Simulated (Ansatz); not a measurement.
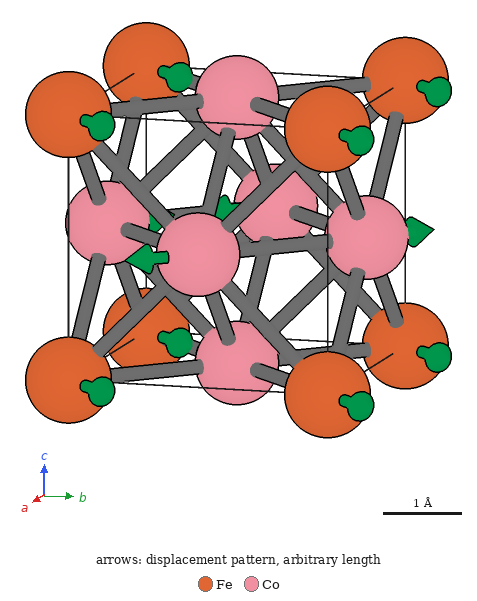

One vibrational mode of solid FeCo$_{3}$ at the zone centre. The green arrows are the displacements of the atoms (eigenvector over the root of the mass), of arbitrary overall length and sign. A ball-and-stick model of the cell of the calculation, seen slightly off an axis.

Theory: Ansatz, DFT PBEsol, scalar-relativistic, plane waves, PAW.

Input file:
```yaml
crystal:
  lattice:
    - [3.4869984416, 0.0, 0.0]
    - [0.0, 3.4869984416, 0.0]
    - [0.0, 0.0, 3.4869984416]
  atoms:
    - { symbol: Fe, position: [0.0, 0.0, 0.0], spin: 2.74 }
    - { symbol: Co, position: [0.5, 0.5, 0.0], spin: 1.77 }
    - { symbol: Co, position: [0.5, 0.0, 0.5], spin: 1.77 }
    - { symbol: Co, position: [0.0, 0.5, 0.5], spin: 1.77 }
basis:
  ecutwfc: 420
kpoints:
  mp_grid: { grid: [12, 12, 12] }
hamiltonian:
  xc: pbesol
scf:
  occupations: { method: gaussian, width: 0.2 }
output:
  eigenvalues: true
  populations: true
magnetization:
  spin_polarized: true
phonons:
  method: dfpt
  eigenvectors: true
```

Launched with:
```bash
ansatz run input.yaml --threads 2 --pin off --max-ram 6144MiB --backend cpu --events-out ev --progress --plain --runs-dir out
```

The frequencies depend somewhat on the k-mesh and the smearing.

> Describe the mode and give its frequency.

This is the T₁u mode (triply degenerate; one member of the set is drawn) at 309 cm⁻¹, the highest optical level, infrared-active by symmetry. The kinetic energy is shared as Co 66 %, Fe 34 %. The crystal is a metal, so free carriers screen the infrared response.
